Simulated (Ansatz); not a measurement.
## From Ir to Pt

System: Ir (Fm-3m, 1 atom in the cell).
Method of run A: DFT r2SCAN, scalar-relativistic, plane waves, PAW, no spin polarisation (Ansatz 0.2.0).
System of run B: Pt (Fm-3m, 1 atom in the cell).

On run A: The structure was made by swapping elements on the sites of another compound; it need not be a known phase. On run B: The structure derives from an entry of the Crystallography Open Database. Text and figures count atoms from 1; the logs count them from 0 in places.

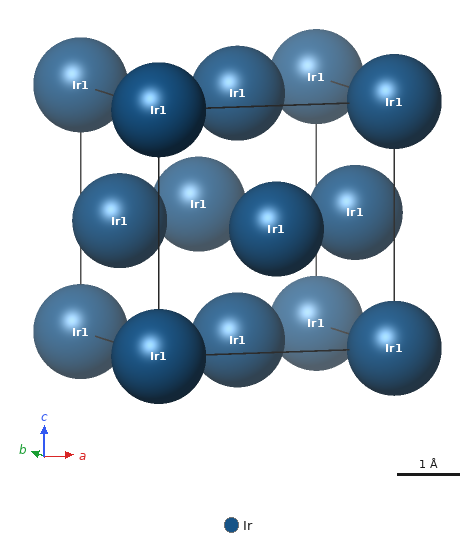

**Figure 1.** The structure (spheres-only view of the cell 4 times as large as that of the calculation, set on its symmetry axes, seen slightly off an axis; atoms are numbered from 1 in the order of the input). An atom can appear more than once, as a periodic image.

### The input, run A
```yaml
crystal:
  lattice:
    - [0.0, 2.0189070708, 2.0189070708]
    - [2.0189070708, 0.0, 2.0189070708]
    - [2.0189070708, 2.0189070708, 0.0]
  atoms:
    - { symbol: Ir, position: [0.0, 0.0, 0.0] }
basis:
  ecutwfc: 500
kpoints:
  mp_grid: { grid: [8, 8, 8] }
hamiltonian:
  xc: r2scan
scf:
  occupations: { method: gaussian, width: 0.1 }
output:
  forces: true
  stress: true
  eigenvalues: true
```

Command:
```bash
ansatz run input.yaml --threads 1 --pin off --max-ram 2560MiB --backend cpu --events-out ev --progress --plain --runs-dir out
```

Hardware: 1 thread of AMD EPYC (Zen 3), 32 GiB of memory available, shared host.

### Output, shortened to warnings, some set-up lines, iterations and results (run A)
```
Basis set: ecut = 500 eV, 411 PW (Γ), exchange–correlation on 96×96×96 points (64 copies of the dense FFT grid, shifted against one another)
Symmetry: 48 space group operations
k-points: 29 of 512
Initial density: superposition of atomic densities (neutral atoms: chi_scale 0, normalization atom), corrected by the library's trained network
[...]
SCF iter   1: F=—  HF=-11948.338624 eV  |F-HF|=—  |Δ(HF+E_count)|=         —  Δρ=1.40e-2  dr2=9.22e-3  dr2_τ=2.51e-2  ethr=1.77e-3  ⟨swp⟩=5.0  Hψ=2212  notcnv=0
SCF iter   2: F=—  HF=-11948.357632 eV  |F-HF|=—  |Δ(HF+E_count)|=   1.90e-2  Δρ=8.63e-3  dr2=3.23e-3  dr2_τ=3.99e-4  ethr=5.42e-5  ⟨swp⟩=2.4  Hψ=820  notcnv=0  defer=9
SCF iter   3: F=—  HF=-11948.358919 eV  |F-HF|=—  |Δ(HF+E_count)|=   1.29e-3  Δρ=6.19e-4  dr2=2.72e-5  dr2_τ=1.41e-5  ethr=1.90e-5  ⟨swp⟩=2.0  Hψ=507  notcnv=0  defer=9
SCF iter   4: F=—  HF=-11948.358950 eV  |F-HF|=—  |Δ(HF+E_count)|=   3.12e-5  Δρ=1.74e-4  dr2=2.36e-6  dr2_τ=4.62e-7  ethr=1.60e-7  ⟨swp⟩=2.1  Hψ=519  notcnv=0  defer=9
SCF iter   5: F=—  HF=-11948.358953 eV  |F-HF|=—  |Δ(HF+E_count)|=   3.08e-6  Δρ=8.00e-5  dr2=8.09e-7  dr2_τ=1.44e-7  ethr=1.39e-8  ⟨swp⟩=2.4  Hψ=572  notcnv=0  defer=9
SCF iter   6: F=-11948.358953 eV  HF=-11948.358953 eV  |F-HF|=1.02e-8  |Δ(HF+E_count)|=   2.40e-8  Δρ=1.01e-5  dr2=1.03e-8  dr2_τ=9.17e-10  ethr=5.88e-10  ⟨swp⟩=4.0  Hψ=1496  …
SCF 1 converged in 6 iterations: F = -11948.358953 eV  dr2 = 1.03e-8
SCF converged after 6 iterations
Free energy (F): -11948.358953 eV
Harris-Foulkes:  -11948.358953 eV  (|F-HF|=1.02e-8)
Internal energy: -11948.350821 eV  (E = F + TS)
E sigma→0 (E₀):  -11948.354887 eV
Entropy (-TS):   -0.008133 eV (-8.133 meV/atom)
Fermi energy:    21.076032 eV
--- Per-component energies (eV) ---
  E_band       = -166.929134
  E_kinetic    = 617.994280
  E_local      = -1239.598850  (includes V_loc(G=0)·N_el)
  E_nonlocal   = 73.794727
  E_hartree    = 464.764710
  E_xc         = -253.072818
  E_vxc        = -330.085467  (∫ρ·V_xc dr)
  E_paw        = -9249.264831  (= ΣΔE_a)
  E_vpaw       = -239.136722  (= ΣTr[D̂ρ^β])
  E_aug_tail   = -0.000018  (compensation charges beyond the density's cutoff)
  E_vtau       = 20.570867  (kinetic-family band-sum trace: ∫τ·v_τ [+ j·A + Jᵃ·Aᵃ] dr)
  E_ewald      = -2362.651126
  E_core_change = -0.316894  (= ΣΔE_core)
  E_smearing   = -0.008133  (= −TS)
  E_closure    = 0.000000  (closes the sum)
  Σ components = -11948.358953   (vs F -11948.358953, Δ=0.00e0)
--- Forces (eV/Å), atoms counted from 1 ---
  atom   1  Ir    -0.00000000     0.00000000     0.00000000
  max |Σ_I F_I| component: 3.18e-32 eV/Å
--- Stress (GPa, compression-positive) ---
      -37.190129       0.000000      -0.000000
        0.000000     -37.190129       0.000000
       -0.000000       0.000000     -37.190129
  P = ⅓ Tr σ = -37.1901 GPa (-371.901 kbar)
```

The input of run B differs as follows (lines with − go, lines with + come):
```diff
-    - [0.0, 2.0189070708, 2.0189070708]
-    - [2.0189070708, 0.0, 2.0189070708]
-    - [2.0189070708, 2.0189070708, 0.0]
+    - [0.0, 1.9579, 1.9579]
+    - [1.9579, 0.0, 1.9579]
+    - [1.9579, 1.9579, 0.0]
-    - { symbol: Ir, position: [0.0, 0.0, 0.0] }
+    - { symbol: Pt, position: [0.0, 0.0, 0.0] }
```

How does run B compare with run A?

The total energies belong to different systems, so their difference says nothing on which is more stable or more accurate. The pressure goes from −37.19 to 4.61 GPa. The volume per atom goes from 16.46 to 15.01 Å³. The number of SCF iterations is the same. The plane waves at Γ go from 411 to 339.

### Output, shortened to warnings, some set-up lines, iterations and results (run B)
```
Basis set: ecut = 500 eV, 339 PW (Γ), exchange–correlation on 96×96×96 points (64 copies of the dense FFT grid, shifted against one another)
Symmetry: 48 space group operations
k-points: 29 of 512
Initial density: superposition of atomic densities (neutral atoms: chi_scale 0, normalization atom), corrected by the library's trained network
[...]
SCF iter   1: F=—  HF=-12536.758411 eV  |F-HF|=—  |Δ(HF+E_count)|=         —  Δρ=1.03e-2  dr2=1.04e-2  dr2_τ=1.16e-2  ethr=1.77e-3  ⟨swp⟩=4.9  Hψ=2041  notcnv=0
SCF iter   2: F=—  HF=-12536.766305 eV  |F-HF|=—  |Δ(HF+E_count)|=   7.89e-3  Δρ=5.19e-3  dr2=2.16e-3  dr2_τ=3.60e-4  ethr=5.76e-5  ⟨swp⟩=2.6  Hψ=792  notcnv=0  defer=1
SCF iter   3: F=—  HF=-12536.766793 eV  |F-HF|=—  |Δ(HF+E_count)|=   4.87e-4  Δρ=8.55e-4  dr2=5.84e-5  dr2_τ=4.94e-6  ethr=1.20e-5  ⟨swp⟩=2.0  Hψ=512  notcnv=0  defer=1
SCF iter   4: F=—  HF=-12536.766824 eV  |F-HF|=—  |Δ(HF+E_count)|=   3.06e-5  Δρ=1.26e-4  dr2=1.75e-6  dr2_τ=2.66e-7  ethr=3.24e-7  ⟨swp⟩=2.0  Hψ=530  notcnv=0  defer=1
SCF iter   5: F=-12536.766824 eV  HF=-12536.766824 eV  |F-HF|=6.17e-8  |Δ(HF+E_count)|=   1.24e-7  Δρ=2.62e-5  dr2=3.76e-8  dr2_τ=8.58e-9  ethr=9.70e-9  ⟨swp⟩=2.6  Hψ=604  …
SCF iter   6: F=-12536.766824 eV  HF=-12536.766824 eV  |F-HF|=6.92e-9  |Δ(HF+E_count)|=   6.64e-8  Δρ=1.23e-5  dr2=1.05e-8  dr2_τ=9.49e-10  ethr=2.09e-10  ⟨swp⟩=2.6  Hψ=1339  …
SCF 1 converged in 6 iterations: F = -12536.766824 eV  dr2 = 1.05e-8
SCF converged after 6 iterations
Free energy (F): -12536.766824 eV
Harris-Foulkes:  -12536.766824 eV  (|F-HF|=6.92e-9)
Internal energy: -12536.758510 eV  (E = F + TS)
E sigma→0 (E₀):  -12536.762667 eV
Entropy (-TS):   -0.008314 eV (-8.314 meV/atom)
Fermi energy:    23.196554 eV
--- Per-component energies (eV) ---
  E_band       = -145.753895
  E_kinetic    = 638.241714
  E_local      = -1458.175682  (includes V_loc(G=0)·N_el)
  E_nonlocal   = 201.776351
  E_hartree    = 543.234013
  E_xc         = -250.475573
  E_vxc        = -338.065137  (∫ρ·V_xc dr)
  E_paw        = -9479.807970  (= ΣΔE_a)
  E_vpaw       = -297.590423  (= ΣTr[D̂ρ^β])
  E_aug_tail   = 0.000150  (compensation charges beyond the density's cutoff)
  E_vtau       = 21.588041  (kinetic-family band-sum trace: ∫τ·v_τ [+ j·A + Jᵃ·Aᵃ] dr)
  E_ewald      = -2731.320018
  E_core_change = -0.231494  (= ΣΔE_core)
  E_smearing   = -0.008314  (= −TS)
  E_closure    = 0.000000  (closes the sum)
  Σ components = -12536.766824   (vs F -12536.766824, Δ=0.00e0)
--- Forces (eV/Å), atoms counted from 1 ---
  atom   1  Pt    -0.00000000    -0.00000000     0.00000000
  max |Σ_I F_I| component: 2.16e-32 eV/Å
--- Stress (GPa, compression-positive) ---
        4.607185       0.000000      -0.000000
       -0.000000       4.607185       0.000000
        0.000000       0.000000       4.607185
  P = ⅓ Tr σ = 4.6072 GPa (46.072 kbar)
```

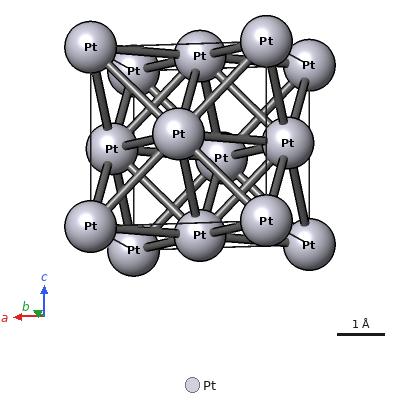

**Figure 2.** The input structure of run B (ball-and-stick view of the cell 4 times as large as that of the calculation, set on its symmetry axes, seen at an oblique angle). An atom can appear more than once, as a periodic image.

### The two runs side by side

```tsv
quantity	run A	run B
outcome	converged	converged
free energy per atom (eV)	−11948.3590	−12536.7668
energy per atom, smearing taken to zero (eV)	−11948.3549	−12536.7627
gap on the mesh (eV)	0.00	0.00
pressure (GPa)	−37.19	4.61
volume per atom (Å³)	16.46	15.01
largest force (eV/Å)	0.000	0.000
SCF iterations	6	6
irreducible k-points	29	29
plane waves at Γ	411	339
wall time (shared host)	1.2 s	1.2 s
```

For run A: Spin–orbit coupling is left out, which matters for Ir. The cell is under a tension of 37 GPa at this level, so it is not at its equilibrium volume. For run B: Spin–orbit coupling is left out, which matters for Pt.
